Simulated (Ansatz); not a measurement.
TiSi

```
Ti Si
1.0
     5.65760    0.00000    0.00000
     0.00000    0.00000   -5.65760
     0.00000    5.65760    0.00000
Ti Si
4 4
Direct
  0.50000 0.50000 0.00000
  0.00000 0.50000 0.50000
  0.00000 0.00000 0.00000
  0.50000 0.00000 0.50000
  0.25000 0.75000 0.25000
  0.75000 0.75000 0.75000
  0.75000 0.25000 0.25000
  0.25000 0.25000 0.75000
```

Space group F-43m; a generated structure, not necessarily the stable one; changed on purpose from its base cell (volume × 1.000 of the coarse rest volume); computed without spin polarisation.

These are results of DFT LDA, scalar-relativistic, plane waves, PAW in Ansatz, not measurements.

Core electrons are frozen (PAW), and the valence fields are smoothed inside the atomic spheres.

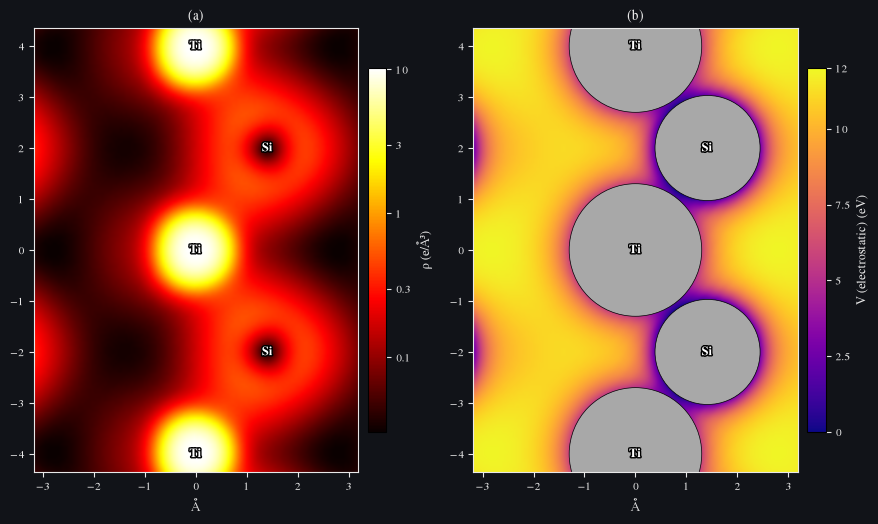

Figure 1. (a) valence charge density (pseudo); (b) electrostatic potential energy of an electron on the (110) plane of the conventional cell. Grey discs cover the atomic cores in the potential map.

### Read the bonding off the picture.

- Atoms in the plane: Ti and Si.
- Ti–Si (2.45 Å): the density is about 0.43 e/Å³ at the midpoint.
- Between the atoms the lowest density in this plane is 0.03 e/Å³.
- Outside the cores the potential energy rises away from the atoms and is highest about 2.4 Å from the nearest atoms; its zero is arbitrary.

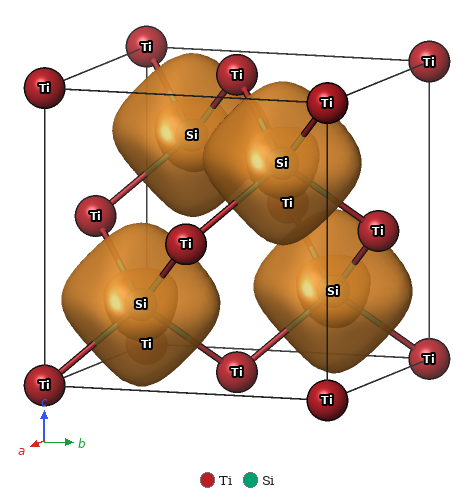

Figure 2. Isosurface of the ELF at 0.65 (orange), seen slightly off an axis. Core shells and regions of very low density are left out. Sticks mark near contacts.

### Describe the localisation domains.

At this value the surface marks out four regions wrapped around Si (the valence shell of each), counted in one cell of 8 atoms. Regions shared between cells count once.


Ti–Si (2.45 Å): the ELF peaks at about 0.85 in the valence shell of Si, 0.9 Å from its nucleus, and is about 0.60 at the midpoint.

### Metal or insulator at this level of theory?

It is metallic or semimetallic at this level of theory: no gap opens.
